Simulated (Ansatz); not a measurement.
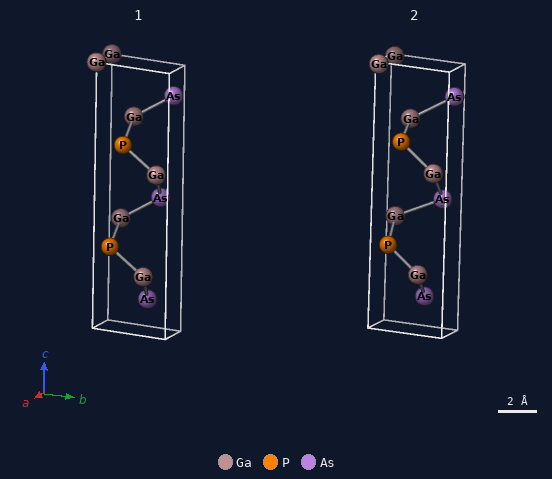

Two geometries of crystalline Ga$_{5}$As$_{3}$P$_{2}$ (a generated structure, set up in P1) (coarse preliminary run), drawn at one scale. One is the start of a relaxation, the other its converged end. Style: ball-and-stick. Shown: the cell of the calculation, reduced to other axes, slightly off an axis. Lengths and directions refer to the drawn axes.

Level of theory: Ansatz 0.2.0, DFT PBE, scalar-relativistic, plane waves, PAW. Settings: plane-wave cutoff 420 eV; k-point mesh 4 × 4 × 4; occupations gaussian; smearing width 0.1 eV; no spin polarisation; cell and atoms relaxed; force threshold 0.025 eV/Å; at most 60 steps.

### Which geometry has the lower energy?

Structure 1 is the relaxed one. Over 5 accepted moves (6 points after the start) the energy falls by 316 meV per atom. The largest force component goes from 6.5 to 0.00099 eV/Å. The pressure goes from 4.69 to 0.00 GPa. At 1 point the geometry stayed and the basis and grid were re-selected for the new cell (energy shift of less than 0.05 meV per atom at most each time). The largest move relative to the cell is that of an As atom, 0.31 Å in a general direction near [−1 −2 0]. Largest moves by element: As 0.31 Å, Ga 0.23 Å, P 0.21 Å. The volume changes by −0.8 %, with a 3.991 → 4.017 Å (+0.7 %), b 4.056 → 4.017 Å (−1.0 %), c 14.282 → 14.262 Å (−0.1 %), α 96.4° → 98.1°, β 97.9° → 98.1°, γ 90.9° → 90.0°. Among the contacts that change: As–Ga 2.022 → 2.470 Å, Ga–P 2.065 → 2.413 Å, Ga–P 2.715 → 2.413 Å, As–Ga 2.766 → 2.470 Å. Bond angles that change, for instance: Ga–As–Ga 120.7° → 109.8°, P–Ga–As 119.6° → 108.8°, Ga–As–Ga 99.7° → 109.8°. The space group (tolerance 0.01 Å) goes from P1 (No. 1) to I-4m2 (No. 119).
